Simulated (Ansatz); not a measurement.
Input of the run:

```
crystal:
  lattice:
    - [0.0, 2.71547, 2.71547]
    - [2.71547, 0.0, 2.71547]
    - [2.71547, 2.71547, 0.0]
  atoms:
    - { symbol: Si, position: [0.5, 0.5, 0.5] }
    - { symbol: Si, position: [0.75, 0.75, 0.75] }
kpoints:
  mp_grid: { grid: [12, 12, 12] }
  band_path:
    path:
      - [0.0, 0.0, 0.0]
      - [0.5, 0.0, 0.5]
      - [0.625, 0.25, 0.625]
      - [0.375, 0.375, 0.75]
      - [0.0, 0.0, 0.0]
      - [0.5, 0.5, 0.5]
      - [0.5, 0.25, 0.75]
      - [0.5, 0.0, 0.5]
    npoints: 8
scf:
  occupations: { method: fermi_dirac, width: 0.08 }
hamiltonian:
  xc: pbe
  pseudopotentials: { kind: paw }
output:
  forces: true
  stress: true
  eigenvalues: true
  efg: { contact_densities: true }
  populations: true
  bader: true
  dos: { projected: true, de: 0.2, e_range: [-14, 8] }
```

What will the band structure look like? The path is Γ–X–U–K–Γ–L–W–X.

The material is gapped. The gap along this path is 0.58 eV and indirect, from the valence-band top at Γ to the conduction-band bottom between Γ and X; the smallest direct gap is 2.56 eV, at Γ. Three bands meet at the valence-band top at Γ: it is triply degenerate (spin aside). The direct gaps are 3.63 eV at U, 3.63 eV at K and 2.73 eV at L.

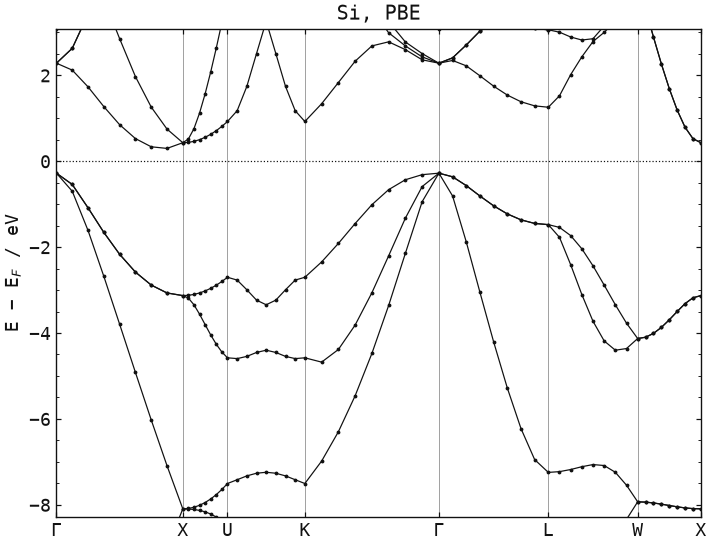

Band structure. Energies are counted from the Fermi level. The path runs straight from each named point to the next.

Figure made from data computed with Ansatz.
